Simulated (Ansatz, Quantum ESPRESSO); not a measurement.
# 2H-MoS2, 1 layer against a metal electrode, part 4 of 5

How does the Fermi level of 2H-MoS2, 1 layer move as charge is added against a counter-electrode?

Quantum ESPRESSO 7.5; plane-wave DFT, LDA, GBRV ultrasoft pseudopotentials; geometry by Ansatz 0.2.0 with PAW datasets.

So far. Step 8 (Self-consistent run: charge 0.0525 e): The electrode's potential over the Fermi level goes from 9.409 to 12.736 eV, the far face's from 6.105 to 6.120 eV. Step 8 (Self-consistent run: charge 0.0525 e): Gauss's law asks for a slope of 180.95 q/A = 1.081 eV/Å in the gap; the run gives 1.082.

### Step 10. Self-consistent run: between two electrodes with a field of -0.004 Ry/bohr

bc2 puts electrodes at both ends of the cell; esm_efield times the cell length sets the bias between them, and the slab stays neutral.

Input file bc2.in:

```
&control
  prefix = 'bc2'
  outdir = './out'
  pseudo_dir = './pseudo'
  calculation = 'scf'
  tprnfor = .true.
/
&system
  ibrav = 0
  nat = 3
  ntyp = 2
  ecutwfc = 40
  ecutrho = 200
  occupations = 'smearing'
  smearing = 'fd'
  degauss = 0.004
  assume_isolated = 'esm'
  esm_bc = 'bc2'
  esm_efield = -0.004
/
&electrons
  conv_thr = 1e-07
  mixing_beta = 0.4
  electron_maxstep = 120
  mixing_mode = 'local-TF'
/
ATOMIC_SPECIES
  S   32.0600  s_lda_v1.4.uspp.F.UPF
  Mo  95.9500  mo_lda_v1.uspp.F.UPF
CELL_PARAMETERS angstrom
  3.18480936578255 -0.00000000000000 0.00000000000000
  -1.59240468289127 2.75812581697829 0.00000000000000
  0.00000000000000 0.00000000000000 19.26259773800000
ATOMIC_POSITIONS crystal
  S   0.333333333333 0.666666666667 -0.081140378633
  Mo  0.000000000000 -0.000000000000 0.000000018397
  S   0.333333333333 0.666666666667 0.081140378633
K_POINTS automatic
  36 36 1 0 0 0
```

Started as:

```console
OMP_NUM_THREADS=1 mpirun -n 4 pw.x -nk 4 -in bc2.in > bc2.out
```

Log:

```text
[banner, memory and clock lines left out]
Program PWSCF v.7.5 starts
[citation notice left out]

[...]
Message from routine setup:
[...]
bravais-lattice index     =            0
     lattice parameter (alat)  =       6.0184  a.u.
     unit-cell volume          =    1141.8498 (a.u.)^3
     number of atoms/cell      =            3
     number of atomic types    =            2
     number of electrons       =        26.00
     number of Kohn-Sham states=           17
     kinetic-energy cutoff     =      40.0000  Ry
     charge density cutoff     =     200.0000  Ry
     scf convergence threshold =      1.0E-07
     mixing beta               =       0.4000
     number of iterations used =            8  local-TF  mixing
     Exchange-correlation= SLA  PZ   NOGX NOGC
                           (   1   1   0   0   0   0   0)

     Effective Screening Medium Method
     Boundary Conditions: Metal-Slab-Metal
     total charge in unit cell        =   0.0000
     field strength                   =  -0.0040 Ry/a.u.
     grid points for fit at edges     =        4

[...]
PseudoPot. # 1 for S  read from file:
     ./pseudo/s_lda_v1.4.uspp.F.UPF
     Pseudo is Ultrasoft + core correction, Zval =  6.0
     Generated by new atomic code, or converted to UPF format
     Using radial grid of  907 points,  6 beta functions with:
                l(1) =   0
                l(2) =   0
                l(3) =   1
                l(4) =   1
                l(5) =   2
                l(6) =   2
     Q(r) pseudized with  8 coefficients,  rinner =    1.300   1.300   1.300
                                                       1.300   1.300

     PseudoPot. # 2 for Mo read from file:
     ./pseudo/mo_lda_v1.uspp.F.UPF
     Pseudo is Ultrasoft + core correction, Zval = 14.0
     Generated by new atomic code, or converted to UPF format
     Using radial grid of  889 points,  6 beta functions with:
                l(1) =   0
                l(2) =   0
                l(3) =   1
                l(4) =   1
                l(5) =   2
                l(6) =   2
     Q(r) pseudized with  6 coefficients,  rinner =    1.000   1.000   1.000
                                                       1.000   1.000

     atomic species   valence    mass     pseudopotential
     S                 6.00    32.06000     S ( 1.00)
     Mo               14.00    95.95000     Mo( 1.00)

      6 Sym. Ops. (no inversion) found

[...]
number of k points=   127  Fermi-Dirac smearing, width (Ry)=  0.0040

     Number of k-points >= 100: set verbosity='high' to print them.

     Dense  grid:    54709 G-vectors     FFT dimensions: (  27,  27, 180)

     Smooth grid:    38823 G-vectors     FFT dimensions: (  25,  25, 150)

     Initial potential from superposition of free atoms

     starting charge      25.9991, renormalised to      26.0000

     negative rho (up, down):  2.865E-03 0.000E+00
     Starting wfcs are   21 randomized atomic wfcs

     per-process dynamical memory:    77.3 Mb

     Self-consistent Calculation

     iteration #  1     ecut=    40.00 Ry     beta= 0.40
     Davidson diagonalization with overlap
     ethr =  1.00E-02,  avg # of iterations =  1.1

     Threshold (ethr) on eigenvalues was too large:
     Diagonalizing with lowered threshold

     Davidson diagonalization with overlap
     c_bands:  1 eigenvalues not converged
     c_bands:  1 eigenvalues not converged
     ethr =  9.73E-05,  avg # of iterations = 17.7

     negative rho (up, down):  1.665E-03 0.000E+00

     total energy              =    -187.90185846 Ry
     estimated scf accuracy    <       0.11520737 Ry

     iteration #  2     ecut=    40.00 Ry     beta= 0.40
[...]
negative rho (up, down):  4.320E-04 0.000E+00

[...]
total energy              =    -187.86548754 Ry
     estimated scf accuracy    <       0.08178212 Ry

     iteration #  3     ecut=    40.00 Ry     beta= 0.40
[...]
negative rho (up, down):  3.122E-04 0.000E+00

[...]
total energy              =    -187.87408652 Ry
     estimated scf accuracy    <       0.01610229 Ry

     iteration #  4     ecut=    40.00 Ry     beta= 0.40
[...]
negative rho (up, down):  3.161E-04 0.000E+00

[...]
total energy              =    -187.88244384 Ry
     estimated scf accuracy    <       0.00361851 Ry

     iteration #  5     ecut=    40.00 Ry     beta= 0.40
[...]
negative rho (up, down):  3.092E-04 0.000E+00

[...]
total energy              =    -187.88517154 Ry
     estimated scf accuracy    <       0.00297959 Ry

     iteration #  6     ecut=    40.00 Ry     beta= 0.40
[...]
negative rho (up, down):  4.935E-04 0.000E+00

[...]
total energy              =    -187.88576387 Ry
     estimated scf accuracy    <       0.00183444 Ry

[...]
iteration # 16     ecut=    40.00 Ry     beta= 0.40
[...]
negative rho (up, down):  2.958E-03 0.000E+00

[...]
total energy              =    -187.88473805 Ry
     estimated scf accuracy    <       0.00000035 Ry

     iteration # 17     ecut=    40.00 Ry     beta= 0.40
[...]
negative rho (up, down):  2.995E-03 0.000E+00

[...]
total energy              =    -187.88472660 Ry
     estimated scf accuracy    <       0.00000304 Ry

     iteration # 18     ecut=    40.00 Ry     beta= 0.40
[...]
negative rho (up, down):  3.008E-03 0.000E+00

[...]
total energy              =    -187.88472426 Ry
     estimated scf accuracy    <       0.00000138 Ry

     iteration # 19     ecut=    40.00 Ry     beta= 0.40
[...]
negative rho (up, down):  2.986E-03 0.000E+00

[...]
End of self-consistent calculation

     Number of k-points >= 100: set verbosity='high' to print the bands.

     the Fermi energy is    -6.3131 ev

!    total energy              =    -187.88474361 Ry
     estimated scf accuracy    <       0.00000010 Ry
     smearing contrib. (-TS)   =      -0.00000000 Ry
     internal energy E=F+TS    =    -187.88474360 Ry

     The total energy is F=E-TS. E is the sum of the following terms:
     one-electron contribution =   -4273.37882505 Ry
     hartree contribution      =    2131.19303384 Ry
     xc contribution           =     -36.04543259 Ry
     ewald contribution        =    1990.34648020 Ry

     convergence has been achieved in  19 iterations

     negative rho (up, down):  2.986E-03 0.000E+00

     Forces acting on atoms (cartesian axes, Ry/au):

     atom    1 type  1   force =     0.00000000    0.00000000    0.02425228
     atom    2 type  2   force =     0.00000000    0.00000000   -0.00038316
     atom    3 type  1   force =     0.00000000    0.00000000   -0.02382732

     Total force =     0.034001     Total SCF correction =     0.000700

[...]
```

The job ended after 2.3 min (4 MPI ranks of Arm Neoverse V2, shared host; peak memory 0.48 GiB).

Read from the output:

| Property | Result |
| --- | --- |
| Fermi energy | -6.313 eV |
| slope of the potential below | 0.1398 eV/Å |
| vacuum line at the lower end of the cell, over the Fermi level | 4.332 eV |
| slope of the potential above | 0.1398 eV/Å |
| vacuum line at the upper end of the cell, over the Fermi level | 6.313 eV |

Electrostatic potential energy of an electron; zero at the Fermi level, which the smearing puts inside the gap. Table of potential energy, planar mean by z:

```csv
z (Å),"potential energy, planar mean (eV)"
-9,4.42
-8,4.56
-7,4.70
-6,4.84
-5,4.98
-4,5.09
-3,4.68
-2,-6.41
-1,-7.11
0,-27.5
1,-7.10
2,-6.37
3,4.84
4,5.50
5,5.66
6,5.81
7,5.94
8,6.08
9,6.22
```

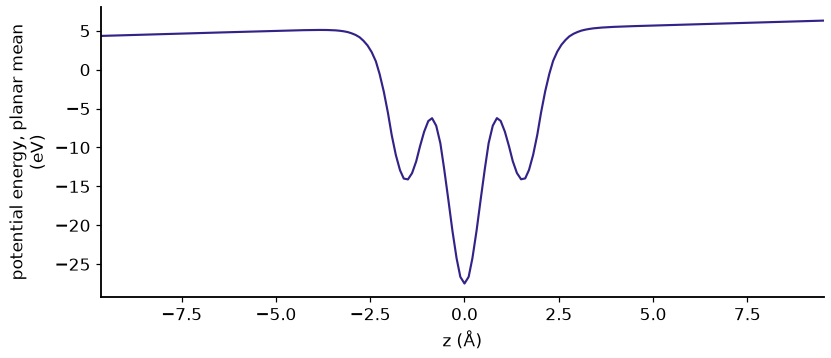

Potential energy, planar mean, plotted against z.

The set field of -0.103 V/Å over 19.3 Å is a bias of 1.98 V; the two ends of the cell differ by 1.98 eV. The slope in the vacuum is 0.140 eV/Å in size, more than the set field, because the slab carries little of the drop.

### Step 11. Ground state, with diagonalization = paro

A sensitivity test on the input.

Input file q3.w0.in:

```
&control
  prefix = 'q3.w0'
  outdir = './out'
  pseudo_dir = './pseudo'
  calculation = 'scf'
  tprnfor = .true.
/
&system
  ibrav = 0
  nat = 3
  ntyp = 2
  ecutwfc = 40
  ecutrho = 200
  occupations = 'smearing'
  smearing = 'fd'
  degauss = 0.004
  assume_isolated = 'esm'
  esm_bc = 'bc3'
  tot_charge = 0.0131
/
&electrons
  conv_thr = 1e-08
  mixing_beta = 0.4
  electron_maxstep = 120
  mixing_mode = 'local-TF'
  diagonalization = 'paro'
/
ATOMIC_SPECIES
  S   32.0600  s_lda_v1.4.uspp.F.UPF
  Mo  95.9500  mo_lda_v1.uspp.F.UPF
CELL_PARAMETERS angstrom
  3.18480936578255 -0.00000000000000 0.00000000000000
  -1.59240468289127 2.75812581697829 0.00000000000000
  0.00000000000000 0.00000000000000 19.26259773800000
ATOMIC_POSITIONS crystal
  S   0.333333333333 0.666666666667 -0.029226300709
  Mo  0.000000000000 -0.000000000000 0.051914096322
  S   0.333333333333 0.666666666667 0.133054456558
K_POINTS automatic
  36 36 1 0 0 0
```

Started as:

```console
OMP_NUM_THREADS=1 mpirun -n 4 pw.x -nk 4 -in q3.w0.in > q3.w0.out
```

Log:

```text
[banner, memory and clock lines left out]
Program PWSCF v.7.5 starts
[citation notice left out]

[...]
Message from routine setup:
[...]
bravais-lattice index     =            0
     lattice parameter (alat)  =       6.0184  a.u.
     unit-cell volume          =    1141.8498 (a.u.)^3
     number of atoms/cell      =            3
     number of atomic types    =            2
     number of electrons       =        25.99
     number of Kohn-Sham states=           17
     kinetic-energy cutoff     =      40.0000  Ry
     charge density cutoff     =     200.0000  Ry
     scf convergence threshold =      1.0E-08
     mixing beta               =       0.4000
     number of iterations used =            8  local-TF  mixing
     Exchange-correlation= SLA  PZ   NOGX NOGC
                           (   1   1   0   0   0   0   0)

     Effective Screening Medium Method
     Boundary Conditions: Vacuum-Slab-Metal
     total charge in unit cell        =   0.0131
     grid points for fit at edges     =        4

[...]
PseudoPot. # 1 for S  read from file:
     ./pseudo/s_lda_v1.4.uspp.F.UPF
     Pseudo is Ultrasoft + core correction, Zval =  6.0
     Generated by new atomic code, or converted to UPF format
     Using radial grid of  907 points,  6 beta functions with:
                l(1) =   0
                l(2) =   0
                l(3) =   1
                l(4) =   1
                l(5) =   2
                l(6) =   2
     Q(r) pseudized with  8 coefficients,  rinner =    1.300   1.300   1.300
                                                       1.300   1.300

     PseudoPot. # 2 for Mo read from file:
     ./pseudo/mo_lda_v1.uspp.F.UPF
     Pseudo is Ultrasoft + core correction, Zval = 14.0
     Generated by new atomic code, or converted to UPF format
     Using radial grid of  889 points,  6 beta functions with:
                l(1) =   0
                l(2) =   0
                l(3) =   1
                l(4) =   1
                l(5) =   2
                l(6) =   2
     Q(r) pseudized with  6 coefficients,  rinner =    1.000   1.000   1.000
                                                       1.000   1.000

     atomic species   valence    mass     pseudopotential
     S                 6.00    32.06000     S ( 1.00)
     Mo               14.00    95.95000     Mo( 1.00)

      6 Sym. Ops. (no inversion) found

[...]
number of k points=   127  Fermi-Dirac smearing, width (Ry)=  0.0040

     Number of k-points >= 100: set verbosity='high' to print them.

     Dense  grid:    54709 G-vectors     FFT dimensions: (  27,  27, 180)

     Smooth grid:    38823 G-vectors     FFT dimensions: (  25,  25, 150)

     Initial potential from superposition of free atoms

     starting charge      25.9991, renormalised to      25.9869

     negative rho (up, down):  2.749E-03 0.000E+00
     Starting wfcs are   21 randomized atomic wfcs

     per-process dynamical memory:    77.6 Mb

     Self-consistent Calculation

     iteration #  1     ecut=    40.00 Ry     beta= 0.40
     ParO style diagonalization
     ethr =  1.00E-02,  avg # of iterations = 11.9

     Threshold (ethr) on eigenvalues was too large:
     Diagonalizing with lowered threshold

     ParO style diagonalization
     ethr =  4.81E-04,  avg # of iterations =  9.8

     negative rho (up, down):  1.465E-03 0.000E+00

     total energy              =    -187.90022560 Ry
     estimated scf accuracy    <       0.14501393 Ry

     iteration #  2     ecut=    40.00 Ry     beta= 0.40
     ParO style diagonalization
[...]
negative rho (up, down):  3.216E-04 0.000E+00

[...]
total energy              =    -187.86587748 Ry
     estimated scf accuracy    <       0.08936803 Ry

     iteration #  3     ecut=    40.00 Ry     beta= 0.40
     ParO style diagonalization
[...]
negative rho (up, down):  2.665E-04 0.000E+00

[...]
total energy              =    -187.88048331 Ry
     estimated scf accuracy    <       0.00725849 Ry

     iteration #  4     ecut=    40.00 Ry     beta= 0.40
     ParO style diagonalization
[...]
negative rho (up, down):  2.010E-04 0.000E+00

[...]
total energy              =    -187.88031869 Ry
     estimated scf accuracy    <       0.00564582 Ry

     iteration #  5     ecut=    40.00 Ry     beta= 0.40
     ParO style diagonalization
[...]
negative rho (up, down):  1.997E-04 0.000E+00

[...]
total energy              =    -187.87984045 Ry
     estimated scf accuracy    <       0.00208792 Ry

     iteration #  6     ecut=    40.00 Ry     beta= 0.40
     ParO style diagonalization
[...]
negative rho (up, down):  4.470E-04 0.000E+00

[...]
total energy              =    -187.87934747 Ry
     estimated scf accuracy    <       0.00117257 Ry

[...]
iteration # 15     ecut=    40.00 Ry     beta= 0.40
     ParO style diagonalization
[...]
negative rho (up, down):  2.932E-03 0.000E+00

[...]
total energy              =    -187.87830946 Ry
     estimated scf accuracy    <       0.00000027 Ry

     iteration # 16     ecut=    40.00 Ry     beta= 0.40
     ParO style diagonalization
[...]
negative rho (up, down):  2.912E-03 0.000E+00

[...]
total energy              =    -187.87833803 Ry
     estimated scf accuracy    <       0.00000008 Ry

     iteration # 17     ecut=    40.00 Ry     beta= 0.40
     ParO style diagonalization
[...]
negative rho (up, down):  2.906E-03 0.000E+00

[...]
total energy              =    -187.87833533 Ry
     estimated scf accuracy    <       0.00000001 Ry

     iteration # 18     ecut=    40.00 Ry     beta= 0.40
     ParO style diagonalization
[...]
negative rho (up, down):  2.902E-03 0.000E+00

[...]
End of self-consistent calculation

     Number of k-points >= 100: set verbosity='high' to print the bands.

     the Fermi energy is    -7.7238 ev

!    total energy              =    -187.87834160 Ry
     estimated scf accuracy    <          6.4E-09 Ry
     smearing contrib. (-TS)   =      -0.00019130 Ry
     internal energy E=F+TS    =    -187.87815030 Ry

     The total energy is F=E-TS. E is the sum of the following terms:
     one-electron contribution =   -8173.70642990 Ry
     hartree contribution      =    4080.74310171 Ry
     xc contribution           =     -36.03740901 Ry
     ewald contribution        =    3941.12258690 Ry

     convergence has been achieved in  18 iterations

     negative rho (up, down):  2.902E-03 0.000E+00

     Forces acting on atoms (cartesian axes, Ry/au):

     atom    1 type  1   force =     0.00000000    0.00000000    0.02418353
     atom    2 type  2   force =     0.00000000    0.00000000   -0.00033248
     atom    3 type  1   force =     0.00000000   -0.00000000   -0.02378814

     Total force =     0.033924     Total SCF correction =     0.000207

[...]
```

It took 3.4 min on 4 MPI ranks; peak memory 0.56 GiB.

Beside the run it was changed from:

```csv
quantity,this run,unchanged run,difference
"vacuum line at the upper end of the cell, over the Fermi level (eV)",7.724,7.724,0
"vacuum line at the lower end of the cell, over the Fermi level (eV)",6.080,6.081,-5.6e-4
wall time (s),205,135,
SCF iterations,18,19,
```

This run starts from superposed atoms, the unchanged one from a saved density, so their iteration counts don't compare.

Levels move by up to 1 meV, which is small.

[end of part 4 of 5]

[Logs are printed without paths, hosts, clocks, repeated set-up lines and the standing remarks that a program may print on its own settings, such as how far it seeks lower states.]

[Hosts, paths, dates, database ids (printed as entryN), source tags and the programs' standing remarks are cut or masked in the printed files.]

[Maps of the electrostatic potential energy from Ansatz leave out the sawtooth potential of an applied field or a dipole correction, so their vacuum need not be flat; planar profiles and work functions include it.]
